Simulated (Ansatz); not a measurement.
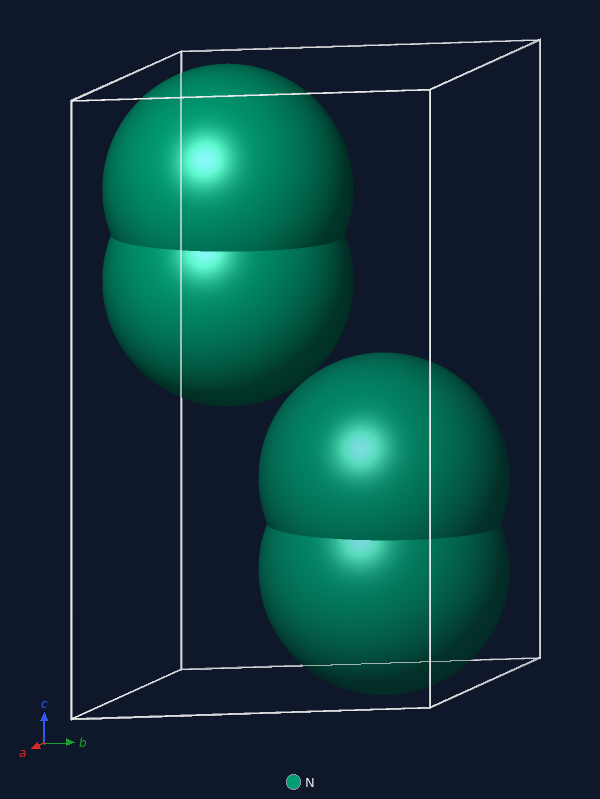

Shown here is a space-filling view of the crystal, taken slightly off an axis. The wireframe shows the conventional unit cell.

N, space group P6_3/mmc (No. 194), a = 4.37 Å, b = 4.37 Å, c = 7.42 Å, α = 90.00°, β = 90.00°, γ = 120.00°.

Computational set-up: DFT PBEsol, scalar-relativistic, plane waves, PAW (Ansatz 0.2.0), a cutoff energy of 420 eV, a 6×6×4 sampling of the Brillouin zone, Gaussian smearing of 0.02 eV, no spin polarisation.

### Metal or not?

An insulator at this level, with a gap of 7.40 eV on the k-mesh (the true edges may lie between mesh points, so the gap can be somewhat smaller).

The structure comes from a structure listed in the Materials Project. The structure drawn was relaxed with DFT PBEsol, scalar-relativistic, plane waves, PAW (Ansatz 0.2.0).
